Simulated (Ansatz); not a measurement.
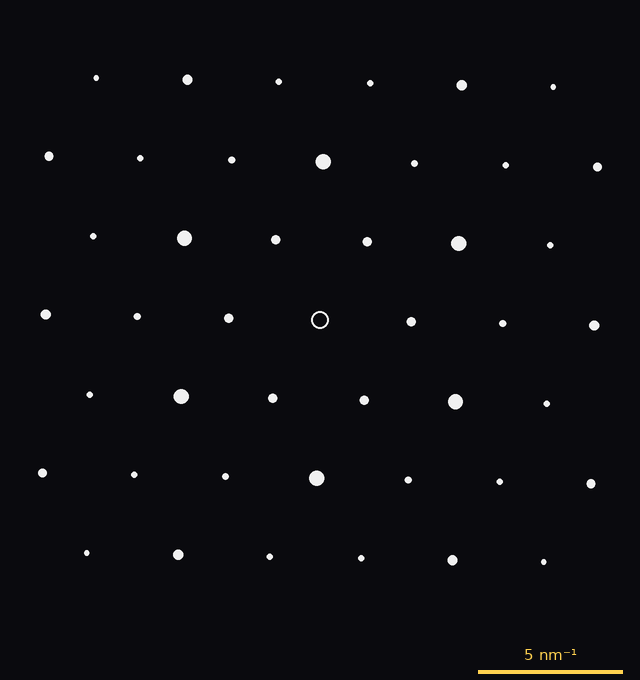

Computed electron diffraction pattern, 300 kV, single scattering only, B = 0.5 Å².

Read the repeat vectors of the pattern off the scale bar.

The spots form a hexagonal net with both shortest vectors at d = 3.14 Å, 60.0° apart.

What is the point symmetry of the pattern, intensities included?

6mm. A zero-layer kinematic pattern is always centrosymmetric (Friedel's law). Such a pattern arises along the three- or sixfold axis of a trigonal, hexagonal or cubic crystal.

Which crystal and zone produced it?

This cannot be fixed from one zone alone; the pattern is [001] of ZrS2, space group P-3m1 (No. 164), a = 3.627 Å, c = 5.876 Å (hexagonal axes). The net vectors are 1 0 0 and 0 1 0. Structure: the end point of a relaxation with DFT PBEsol, scalar-relativistic, plane waves, PAW in Ansatz 0.2.0.
